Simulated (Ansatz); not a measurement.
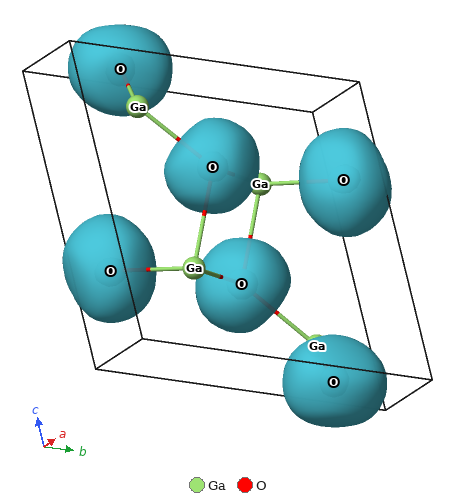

*Ga₂O₃. Isosurface of the electron localisation function at 0.6 (cyan), seen at an oblique angle. Only the valence region is drawn (cores and ρ < 0.01 e/Å³ removed). Sticks mark near contacts.*

Space group P1; changed on purpose from its base cell (all Ga atoms moved +0.025 Å, as atom 1 along Cartesian [1 1 1]); not relaxed (largest force 0.5 eV/Å).

The calculation used DFT r2SCAN, scalar-relativistic, plane waves, PAW in Ansatz 0.2.0.

In a PAW calculation such maps are meaningful between the atoms, not at the nuclei.

The calculation's input:

```
crystal:
  lattice:
    - [6.1278415757, -1.5195305764, 0.0025325578]
    - [6.1278415757, 1.5195305764, 0.0025325578]
    - [-1.388385266, 0.0, 5.6399772456]
  atoms:
    - { symbol: Ga, position: [0.0872390485, 0.0967378746, 0.7973467073] }
    - { symbol: Ga, position: [0.9061971009, 0.915695927, 0.2077690309] }
    - { symbol: Ga, position: [0.6554459499, 0.664944776, 0.3170345267] }
    - { symbol: Ga, position: [0.3379901995, 0.3474890256, 0.6880812115] }
    - { symbol: O, position: [0.164214331, 0.164214331, 0.1091577328] }
    - { symbol: O, position: [0.835785669, 0.835785669, 0.8908422672] }
    - { symbol: O, position: [0.1733419983, 0.1733419983, 0.5635248269] }
    - { symbol: O, position: [0.8266580017, 0.8266580017, 0.4364751731] }
    - { symbol: O, position: [0.4962851429, 0.4962851429, 0.256237361] }
    - { symbol: O, position: [0.5037148571, 0.5037148571, 0.743762639] }
basis:
  ecutwfc: 500
kpoints:
  mp_grid: { grid: [8, 8, 4] }
hamiltonian:
  xc: r2scan
scf:
  occupations: { method: gaussian, width: 0.05 }
output:
  forces: true
  stress: true
  eigenvalues: true
  write_density: true
  write_potential: true
  elf: true
  volumetric_format: npy
```

Run with:

```sh
ansatz run input.yaml --threads 2 --pin off --max-ram 5120MiB --backend cpu --events-out ev --progress --plain --runs-dir out
```

Below, planes, directions and counts refer to the conventional cell (a = 3.04 Å, b = 5.81 Å, c = 6.31 Å, α = 103.39°, β = 103.93°, γ = 90.00°).

> Where are the electrons localised?

At this value the surface marks out six regions wrapped around O (the valence shell of each), counted in one cell of 10 atoms. Regions shared between cells count once. Along the contacts the grid gives the following. Ga–O (1.82 Å): the ELF peaks at about 0.80 in the valence shell of O, 0.6 Å from its nucleus, and is about 0.40 at the midpoint. Ga–O (1.86 Å): the ELF peaks at about 0.80 in the valence shell of O, 0.6 Å from its nucleus, and is about 0.40 at the midpoint.

> Metal or insulator at this level of theory?

It is gapped, with a Kohn–Sham gap of 3.0 eV on the k-point mesh, an upper bound to the gap of this method.
